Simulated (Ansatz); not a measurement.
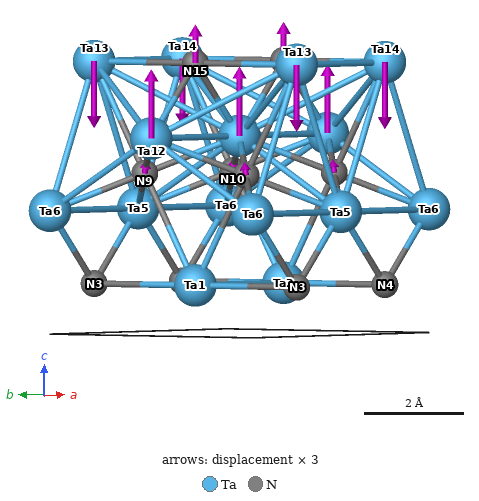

This is a constrained relaxation of a slab of composition TaN (cut from the P6/mmm phase). The starting structure is drawn; purple arrows show the displacements, magnified 3 times.

The picture is a ball-and-stick view of the cell of the calculation, outlined in the plane, without the vacuum (origin shifted), seen from a free direction.

Case: clean slab, lower half held. The slab is the (1 0 0) face of TaN. 6 atoms are held fixed.

The calculation used Ansatz, DFT PBE+D3(BJ), scalar-relativistic, plane waves, PAW. Set-up: plane-wave cutoff 420 eV; k-point mesh 5 × 6 × 1; occupations gaussian; smearing width 0.1 eV; no spin polarisation; dipole correction; atoms relaxed in a fixed cell; force threshold 0.03 eV/Å; at most 70 steps.

What happened in the run?

Answer. Over 7 geometry steps the energy falls by 1.868 eV per cell of the calculation. The largest force component goes from 2.3 to 0.022 eV/Å. The largest moves, 0.47 Å, are those of Ta atoms. Largest moves by element: Ta 0.47 Å, N 0.26 Å. The cell stays as it was. Among the contacts that change: N–Ta 2.608 → 2.164 Å, Ta–Ta 3.344 → 3.772 Å, Ta–Ta 3.344 → 2.942 Å, Ta–Ta 3.344 → 3.043 Å. Among the angles between lasting bonds that change: Ta–N–Ta 180.0° → 149.3°, Ta–N–Ta 90.0° → 79.8°, Ta–N–Ta 90.0° → 99.5°. The run took 9.7 min on 2 threads of Intel(R) Xeon(R) Processor @ 2.50GHz (Skylake/Cascade Lake), with other jobs on the host, peak memory 1.3 GiB.
